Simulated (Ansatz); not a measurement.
## Geometry relaxation of Zr

Zr (P6₃/mmc, 2 atoms in the cell), computed with DFT, LDA, PAW with Ansatz's default frozen-core files, scalar-relativistic, no spin polarisation (Ansatz 0.2.0).

The structure was built on a prototype by a generator; it need not be a known phase. It belongs to a series of runs on one base structure; here: bulk cell relaxed. Figures and captions count atoms from 1; the log counts them from 0 in places.

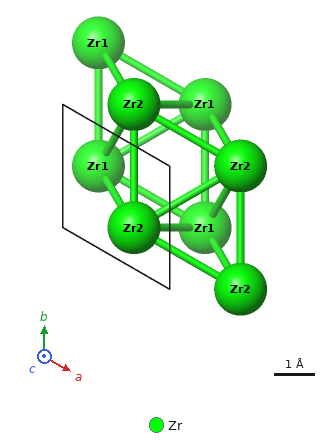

The starting structure (ball-and-stick view of the cell of the calculation, repeated 2 × 2 × 1, along the c axis; atoms are numbered from 1 in the order of the input).

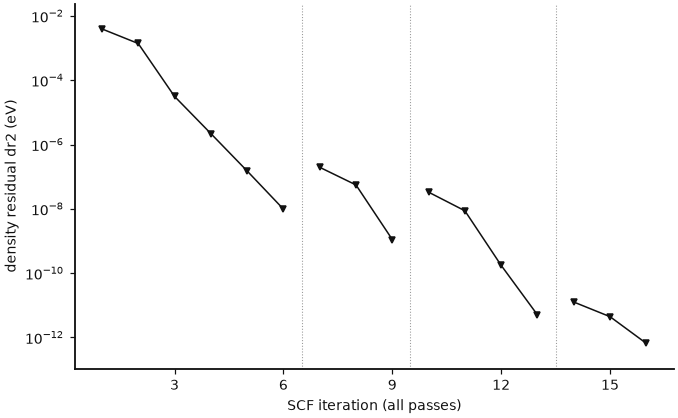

Convergence of the self-consistent field: density residual dr2 against the SCF iteration. The dotted lines part the SCF passes of the relaxation: geometry steps, rejected trials and re-solves on a re-selected basis. The passes take 6, 3, 4 and 3 iterations.

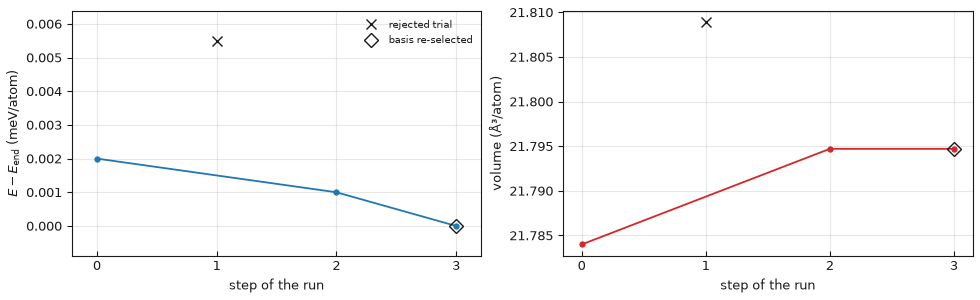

Progress of the relaxation, step by step (the first geometry is step 0 here and step 1 in the log). After 2 geometry steps the energy has fallen by next to nothing (0.0 meV per atom). All forces vanish by symmetry, so only the cell relaxes. Pressure: 0.05 GPa at the start and 0.00 GPa at the end. The line search rejected the trial step at point 1 (counted from 0) and went back. No atom moves by more than 0.005 Å relative to the cell. The space group stays P6_3/mmc (No. 194). A last SCF at the same geometry on a re-selected plane-wave basis shifts the energy by next to nothing (0.0 meV per atom). (Atoms are counted from 1 in the order of the input.)

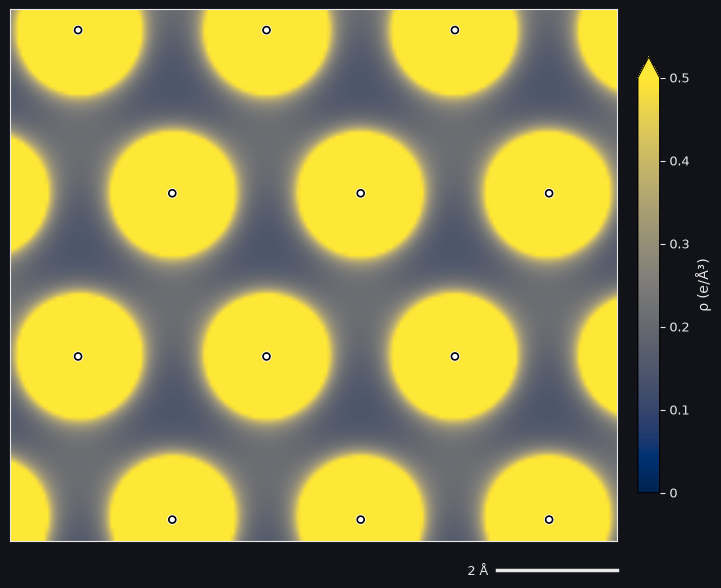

Valence electron density on the (001) plane of the conventional cell. Circles mark the nuclei in the plane (Zr). The section cuts through Zr sites. Zr–Zr (3.14 Å): ρ is about 0.19 e/Å³ halfway. Away from the nuclei the density in this plane falls to 0.15 e/Å³ at its lowest. Core electrons are frozen (PAW), so the fields are smoothed inside the atomic spheres.

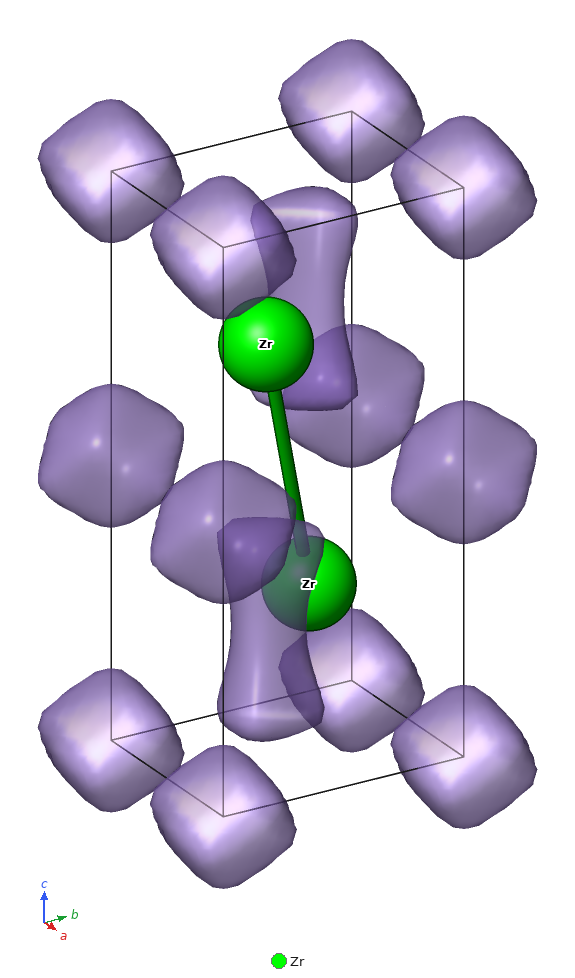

Isosurface of the electron localisation function at 0.5 (purple), seen at an oblique angle. Only the valence region is drawn (cores and ρ < 0.01 e/Å³ removed). Sticks mark near contacts. The outline is the cell set on symmetry axes. Values along the shortest contacts: Zr–Zr (3.13 Å): the ELF is about 0.20 at the midpoint (no localised pair between them).

The input that produced these results follows, with the program's output.

## Input file
```yaml
crystal:
  lattice:
    - [3.143214307, 0.0, 0.0]
    - [-1.5716071535, 2.7221034394, 0.0]
    - [0.0, 0.0, 5.0920071773]
  atoms:
    - { symbol: Zr, position: [0.3333333333, 0.6666666667, 0.25] }
    - { symbol: Zr, position: [0.6666666667, 0.3333333333, 0.75] }
kpoints:
  mp_grid: { grid: [16, 16, 9] }
scf:
  occupations: { method: fermi_dirac, width: 0.1 }
hamiltonian:
  xc: lda
  pseudopotentials: { kind: paw }
output:
  forces: true
  stress: true
  write_density: true
  write_potential: true
  elf: true
  volumetric_format: npy
relax:
  f_tol: 0.005
  max_steps: 40
  cell: {}
```

Command:
```bash
ansatz run input.yaml --threads 1 --pin off --max-ram 3584MiB --backend cpu --events-out ev --progress --plain --runs-dir out
```

## The program's output
```
Engine: ansatz 0.2.0, aarch64-unknown-linux-gnu
Pseudopotentials: kind: paw
Pseudopotential: Zr, paw, valence charge 12, recommended cutoff 420 eV (normal), Zr.paw.azcp
Functional definition: SPW92
  exchange = slater_x
  correlation = pw_c
Crystal: 2 atoms, lattice volume = 43.568 Å³
Basis set: ecut = 420 eV, 845 PW (Γ)
Bands: 16, of which v1, the nominal top of the filled ones, is band 12 counted from 1 (11 counted from 0)
Symmetry: 24 space group operations
Space group: P63/mmc (ITA 194), of the structure as read, at distance tolerance 3.5e-5 Å
k-points: 150 of 2304
Non-local potential: Zr, projectors of the file, l = 0: 3, l = 1: 2, l = 2: 2, l = 3: 2
PAW form: soft (Blöchl's): semilocal exchange-correlation on the pseudo side does not see the compensation charge
PAW frozen core: Zr, regenerated for the run's functional, and the local potential with it (the file was generated under x = pbe(κ = 0.804, μ = 0.2195149727645171), c = pbe(β = 0.06672455060314922))
PAW one-centre angular grid: Zr, 590 points (default); XC on 64 Gauss nodes
Initial density: superposition of atomic densities (neutral atoms: chi_scale 0, normalization atom), corrected by the library's trained network
Initial wavefunctions: pseudopotential atomic-orbital guess
Functional: x = slater, c = lda
SCF iter   1: F=—  HF=-8154.962018 eV  |F-HF|=—  |Δ(HF+E_count)|=         —  Δρ=5.59e-3  dr2=3.95e-3  ethr=1.77e-3  ⟨swp⟩=4.9  Hψ=10225  notcnv=0
preconditioner: auto → Kerker (q_TF=auto, 2.470 Å⁻¹)  [metal: Δε(μ)=0.032 eV  Ē_g=3.300 eV  σ=0.100 eV  W_gap=0.08  n_scr=10 (ndim 8)  ℏωp=15.9 eV  f_vac=0.000  D(μ)=2.07/eV (n_scr^D=22)]
SCF iter   2: F=—  HF=-8154.961080 eV  |F-HF|=—  |Δ(HF+E_count)|=   9.38e-4  Δρ=3.19e-3  dr2=1.39e-3  ethr=1.65e-5  ⟨swp⟩=2.1  Hψ=4700  notcnv=0
SCF iter   3: F=—  HF=-8154.961158 eV  |F-HF|=—  |Δ(HF+E_count)|=   7.82e-5  Δρ=4.04e-4  dr2=3.15e-5  ethr=5.79e-6  ⟨swp⟩=2.3  Hψ=4137  notcnv=0
SCF iter   4: F=—  HF=-8154.961149 eV  |F-HF|=—  |Δ(HF+E_count)|=   9.26e-6  Δρ=8.84e-5  dr2=2.20e-6  ethr=1.31e-7  ⟨swp⟩=2.4  Hψ=4286  notcnv=0
SCF iter   5: F=—  HF=-8154.961149 eV  |F-HF|=—  |Δ(HF+E_count)|=   2.55e-7  Δρ=2.05e-5  dr2=1.51e-7  ethr=9.18e-9  ⟨swp⟩=1.0  Hψ=2400  notcnv=0
SCF iter   6: F=-8154.961149 eV  HF=-8154.961149 eV  |F-HF|=7.03e-9  |Δ(HF+E_count)|=   1.91e-8  Δρ=6.34e-6  dr2=9.81e-9  ethr=4.17e-10  ⟨swp⟩=7.0  Hψ=13216  notcnv=0
SCF 1 converged in 6 iterations: F = -8154.961149 eV  dr2 = 9.81e-9
  greatest PAW one-centre occupation: 0.998 electrons in one spin orbital (limit 2), on the Zr atom at site 1 (counted from 0), in its partial waves of l = 0
relax step   1: F+E_penalty+E_count = -8154.96114940 eV  Δ(F+E_penalty+E_count) = +0.000e0 eV  max|allowed force component| = 7.401e-17 eV/Å  Δτ_max = 0.0000 Å  P = +0.052 GPa  Ω = 43.568 Å³  (6 SCF iters, dr2 threshold 1.00e-7 eV, accepted)
Crystal: 2 atoms, lattice volume = 43.618 Å³
Initial density: handed on by an earlier stage of this run
Initial wavefunctions: those handed on with the density
iter 1 solved again at ethr=6.24e-10 eV; its pass at ethr=3.10e-3 eV (dr2=1.50e-7 eV) is discarded
SCF iter   1: F=—  HF=-8154.961142 eV  |F-HF|=—  |Δ(HF+E_count)|=         —  Δρ=2.48e-5  dr2=1.96e-7  ethr=6.24e-10  ⟨swp⟩=3.2  Hψ=16042  notcnv=0
preconditioner: auto → Kerker (q_TF=auto, 2.470 Å⁻¹)  [metal: Δε(μ)=0.001 eV  Ē_g=3.300 eV  σ=0.100 eV  W_gap=0.00  n_scr=10 (ndim 8)  ℏωp=15.9 eV  f_vac=0.000  D(μ)=2.07/eV (n_scr^D=22)]
SCF iter   2: F=—  HF=-8154.961142 eV  |F-HF|=—  |Δ(HF+E_count)|=   1.85e-8  Δρ=1.28e-5  dr2=5.53e-8  ethr=6.24e-10  ⟨swp⟩=2.7  Hψ=4167  notcnv=0
SCF iter   3: F=-8154.961142 eV  HF=-8154.961142 eV  |F-HF|=2.88e-10  |Δ(HF+E_count)|=  2.23e-10  Δρ=1.70e-6  dr2=1.11e-9  ethr=4.57e-11  ⟨swp⟩=5.0  Hψ=14112  notcnv=0
SCF 2 converged in 3 iterations: F = -8154.961142 eV  dr2 = 1.11e-9
relax step   2: F+E_penalty+E_count = -8154.96114175 eV  Δ(F+E_penalty+E_count) = +7.656e-6 eV  max|allowed force component| = 7.401e-17 eV/Å  Δτ_max = 0.0000 Å  P = -0.069 GPa  Ω = 43.618 Å³  energy of the carried Pulay correction = -5.209e-6 eV  (3 SCF iters, dr2 threshold 1.10e-8 eV, rejected (line search))
Crystal: 2 atoms, lattice volume = 43.589 Å³
iter 1 solved again at ethr=1.05e-10 eV; its pass at ethr=3.10e-3 eV (dr2=2.52e-8 eV) is discarded
SCF iter   1: F=—  HF=-8154.961151 eV  |F-HF|=—  |Δ(HF+E_count)|=         —  Δρ=1.04e-5  dr2=3.30e-8  ethr=1.05e-10  ⟨swp⟩=3.6  Hψ=16970  notcnv=0
preconditioner: auto → Kerker (q_TF=auto, 2.470 Å⁻¹)  [metal: Δε(μ)=0.001 eV  Ē_g=3.302 eV  σ=0.100 eV  W_gap=0.00  n_scr=10 (ndim 8)  ℏωp=15.9 eV  f_vac=0.000  D(μ)=2.07/eV (n_scr^D=22)]
SCF iter   2: F=—  HF=-8154.961151 eV  |F-HF|=—  |Δ(HF+E_count)|=  3.04e-10  Δρ=5.29e-6  dr2=8.69e-9  ethr=1.05e-10  ⟨swp⟩=2.9  Hψ=4316  notcnv=0
SCF iter   3: F=—  HF=-8154.961151 eV  |F-HF|=—  |Δ(HF+E_count)|=   1.52e-9  Δρ=6.71e-7  dr2=1.74e-10  ethr=3.62e-11  ⟨swp⟩=2.0  Hψ=4186  notcnv=0
SCF iter   4: F=-8154.961151 eV  HF=-8154.961151 eV  |F-HF|=3.64e-12  |Δ(HF+E_count)|=  2.27e-11  Δρ=9.87e-8  dr2=5.02e-12  ethr=1.00e-12  ⟨swp⟩=5.0  Hψ=10535  notcnv=0
SCF 3 converged in 4 iterations: F = -8154.961151 eV  dr2 = 5.02e-12
relax step   3: F+E_penalty+E_count = -8154.96115091 eV  Δ(F+E_penalty+E_count) = -1.503e-6 eV  max|allowed force component| = 2.001e-16 eV/Å  Δτ_max = 0.0000 Å  P = -0.001 GPa  Ω = 43.589 Å³  energy of the carried Pulay correction = -2.244e-6 eV  (4 SCF iters, accepted)
Initial wavefunctions: pseudopotential atomic-orbital guess (no wavefunctions were taken with the density)
iter 1 solved again at ethr=7.44e-8 eV; its pass at ethr=3.10e-3 eV (dr2=1.79e-5 eV) is discarded
SCF iter   1: F=—  HF=-8154.961153 eV  |F-HF|=—  |Δ(HF+E_count)|=         —  Δρ=4.15e-7  dr2=1.26e-11  ethr=7.44e-8  ⟨swp⟩=3.7  Hψ=17783  notcnv=0
eigensolver tolerance schedule: the retry pair's looser diagonalisation over-reported the residual by 1412854.76 of it (diagonalisation noise at an unbounded share of the residual, at the tolerance the schedule requests for it); recorded, not acted on — ethr = c·dr2/N_el stays at c = 1.0e-1
SCF iter   2: F=—  HF=-8154.961153 eV  |F-HF|=—  |Δ(HF+E_count)|=   5.12e-7  Δρ=1.76e-7  dr2=4.41e-12  ethr=1.00e-12  ⟨swp⟩=7.9  Hψ=13981  notcnv=0
SCF iter   3: F=-8154.961153 eV  HF=-8154.961153 eV  |F-HF|=0.00e0  |Δ(HF+E_count)|=    0.00e0  Δρ=5.44e-8  dr2=6.51e-13  ethr=1.00e-12  ⟨swp⟩=3.0  Hψ=9034  notcnv=0
SCF 4 converged in 3 iterations: F = -8154.961153 eV  dr2 = 6.51e-13
relax step   4: F+E_penalty+E_count = -8154.96115295 eV  Δ(F+E_penalty+E_count) = -2.046e-6 eV  max|allowed force component| = 1.850e-16 eV/Å  Δτ_max = 0.0000 Å  P = -0.000 GPa  Ω = 43.589 Å³  stress off target by 2.29e-3 GPa  SCF on the basis re-selected at this cell (its energy is not comparable with the rows above)  (3 SCF iters)
basis re-selected at this cell: Δ(F+E_penalty+E_count) = -2.046e-6 eV, ΔP = +0.000 GPa vs the last step (what re-selecting the basis moved, of the pressure what is left beyond the Pulay correction that the steps carried, after the strain that the cell walked since its last selection, with what the two solves' SCF thresholds leave and, on support functions, any second-order correction that the steps lacked; it is no measure of the basis error at this ecutwfc). This SCF's stress stands 2.29e-3 GPa from its target on what of the cell is left free (relax.cell.stress_tol is 5.00e-2 GPa) and its largest allowed force component is 1.85e-16 eV/Å (relax.f_tol is 5.00e-3 eV/Å): within both
SCF converged after 3 iterations
Free energy (F): -8154.961153 eV
Harris-Foulkes:  -8154.961153 eV  (|F-HF|=0.00e0)
Internal energy: -8154.891131 eV  (E = F + TS)
E sigma→0 (E₀):  -8154.926142 eV
Entropy (-TS):   -0.070022 eV (-35.011 meV/atom)
Fermi energy:    14.793781 eV
--- Per-component energies (eV) ---
  E_band       = -170.689618
  E_kinetic    = 669.622115
  E_local      = -1201.541338  (includes V_loc(G=0)·N_el)
  E_nonlocal   = 170.286461
  E_hartree    = 370.563461
  E_xc         = -321.607223
  E_vxc        = -382.092112  (∫ρ·V_xc dr)
  E_paw        = -5699.006358  (= ΣΔE_a)
  E_vpaw       = -168.091711  (= ΣTr[D̂ρ^β])
  E_aug_tail   = 0.000047  (compensation charges beyond the density's cutoff)
  E_ewald      = -2143.949097
  E_core_change = 0.740802  (= ΣΔE_core)
  E_smearing   = -0.070022  (= −TS)
  E_closure    = 0.000000  (closes the sum)
  Σ components = -8154.961153   (vs F -8154.961153, Δ=0.00e0)
--- Forces (eV/Å), atoms counted from 1 ---
  atom   1  Zr    -0.00000000    -0.00000000     0.00000000
  atom   2  Zr    -0.00000000     0.00000000    -0.00000000
  max |Σ_I F_I| component: 1.85e-17 eV/Å
--- Stress (GPa, compression-positive) ---
       -0.001878       0.000000       0.000000
        0.000000      -0.001878       0.000000
        0.000000       0.000000       0.002292
  P = ⅓ Tr σ = -0.0005 GPa (-0.005 kbar)
--- Band table (eV; the first three rows and the last of 150) ---
  k-point 0: bands = ["-33.7416", "-33.5485", "-12.4238", "-11.3492", "-11.3492", "-11.2082", "-11.1894", "-11.1894", "9.0782", "11.6077", "15.6908", "15.7017", "15.7017", "16.2066", "16.4159", "16.4159"]
  k-point 1: bands = ["-33.7359", "-33.5544", "-12.3898", "-11.3445", "-11.3445", "-11.2480", "-11.1943", "-11.1943", "9.1878", "11.6090", "15.6099", "15.6504", "15.6504", "15.9931", "16.3380", "16.3380"]
  k-point 2: bands = ["-33.7195", "-33.5715", "-12.2910", "-11.3611", "-11.3308", "-11.3308", "-11.2083", "-11.2083", "9.5037", "11.5822", "15.3920", "15.4984", "15.5630", "15.5630", "16.1438", "16.1438"]
  k-point 149: bands = ["-33.5117", "-33.5091", "-12.1591", "-12.1541", "-11.9101", "-11.8481", "-11.4204", "-11.4080", "13.0604", "13.1226", "13.6286", "13.6911", "14.8527", "14.9237", "16.7427", "17.1116"]
--- Relaxed structure (3 steps of the walk, 2 accepted, 1 SCFs on fresh bases) ---
  F+E_penalty+E_count = -8154.96115295 eV   max|allowed force component| = 1.850e-16 eV/Å   (the final SCF, on the basis selected at the relaxed cell)
  cell:  # Å, volume = 43.5894 Å³
    - [3.1435815868338493, 0.0, -2.1764063070602182e-20]
    - [-1.5717907934169246, 2.7224215130671108, 1.0882031535300992e-20]
    - [-3.5257782174103096e-20, -1.858014186782581e-34, 5.09331762718445]
  atoms:
    - { symbol: Zr, position: [0.33333333333333326, 0.6666666666666665, 0.24999999999999997] }
    - { symbol: Zr, position: [0.6666666666666665, 0.33333333333333326, 0.7499999999999999] }
```

## File v_z.tsv
```
# z_ang	v_es[eV]	v_tot[eV]
# format = ansatz-planar-average/11
# xc	lda
# density_cutoff_ev	1680
# datasets	Zr=:simpson_from_first_knot:soft:shift=-1684182
# lattice	3.143581587	0.000000000	-0.000000000
# lattice	-1.571790793	2.722421513	0.000000000
# lattice	-0.000000000	-0.000000000	5.093317627
# sites	2
# site	40	-0.000000000	1.814947675	1.273329407
# site	40	1.571790793	0.907473838	3.819988220
0.000000	1.440360e1	4.971698e0
0.141481	1.406440e1	4.532703e0
0.282962	1.301678e1	3.172978e0
0.424443	1.115405e1	7.730861e-1
0.565924	8.354852e0	-2.754387e0
0.707405	4.900186e0	-7.039178e0
0.848886	1.415972e0	-1.132737e1
0.990367	-1.501982e0	-1.488845e1
1.131848	-3.425627e0	-1.720581e1
1.273329	-4.098837e0	-1.800691e1
1.414810	-3.425627e0	-1.720581e1
1.556291	-1.501982e0	-1.488845e1
1.697773	1.415972e0	-1.132737e1
1.839254	4.900186e0	-7.039178e0
1.980735	8.354852e0	-2.754387e0
2.122216	1.115405e1	7.730861e-1
2.263697	1.301678e1	3.172978e0
2.405178	1.406440e1	4.532703e0
2.546659	1.440360e1	4.971698e0
2.688140	1.406440e1	4.532703e0
2.829621	1.301678e1	3.172978e0
2.971102	1.115405e1	7.730861e-1
3.112583	8.354852e0	-2.754387e0
3.254064	4.900186e0	-7.039178e0
3.395545	1.415972e0	-1.132737e1
3.537026	-1.501982e0	-1.488845e1
3.678507	-3.425627e0	-1.720581e1
3.819988	-4.098837e0	-1.800691e1
3.961469	-3.425627e0	-1.720581e1
4.102950	-1.501982e0	-1.488845e1
4.244431	1.415972e0	-1.132737e1
4.385912	4.900186e0	-7.039178e0
4.527393	8.354852e0	-2.754387e0
4.668874	1.115405e1	7.730861e-1
4.810356	1.301678e1	3.172978e0
4.951837	1.406440e1	4.532703e0
```

## Trajectory as extended XYZ (Å, eV, eV/Å), 4 frames, from step=1 to step=4
```
2
Lattice="3.1432 0.0000 0.0000 -1.5716 2.7221 0.0000 0.0000 0.0000 5.0920" Properties=species:S:1:pos:R:3:forces:R:3 step=1 energy=-8154.96115 pressure_GPa=0.05
Zr    0.0000    1.8147    1.2730    0.0000   0.0000   0.0000
Zr    1.5716    0.9074    3.8190    0.0000   0.0000   0.0000
2
Lattice="3.1442 0.0000 0.0000 -1.5721 2.7229 0.0000 0.0000 0.0000 5.0947" Properties=species:S:1:pos:R:3:forces:R:3 step=2 energy=-8154.96114 pressure_GPa=-0.07 accepted=F
Zr    0.0000    1.8153    1.2737    0.0000   0.0000   0.0000
Zr    1.5721    0.9076    3.8210    0.0000   0.0000   0.0000
2
Lattice="3.1436 0.0000 0.0000 -1.5718 2.7224 0.0000 0.0000 0.0000 5.0933" Properties=species:S:1:pos:R:3:forces:R:3 step=3 energy=-8154.96115 pressure_GPa=-0.00
Zr    0.0000    1.8149    1.2733    0.0000   0.0000   0.0000
Zr    1.5718    0.9075    3.8200    0.0000   0.0000   0.0000
2
Lattice="3.1436 0.0000 0.0000 -1.5718 2.7224 0.0000 0.0000 0.0000 5.0933" Properties=species:S:1:pos:R:3:forces:R:3 step=4 energy=-8154.96115 pressure_GPa=-0.00
Zr    0.0000    1.8149    1.2733    0.0000   0.0000   0.0000
Zr    1.5718    0.9075    3.8200    0.0000   0.0000   0.0000
```

## Results in brief

| quantity | value |
| --- | --- |
| outcome | converged |
| space group (tolerance 0.01 Å) | P6₃/mmc (194) |
| electrons treated | 24 |
| free energy | −8154.9612 eV |
| Fermi energy | 14.794 eV |
| pressure | 0.00 GPa |
| final volume | 43.59 Å³ |
| largest force (length of the vector) at the end | under 0.001 eV/Å |
| final cell | a = 3.144 Å, b = 3.144 Å, c = 5.093 Å, α = 90.00°, β = 90.00°, γ = 120.00° |
| hardware | 1 thread of Arm Neoverse V2, 24 GiB of memory available, shared host |
| wall time | 17 s |
| peak memory | 0.38 GiB |
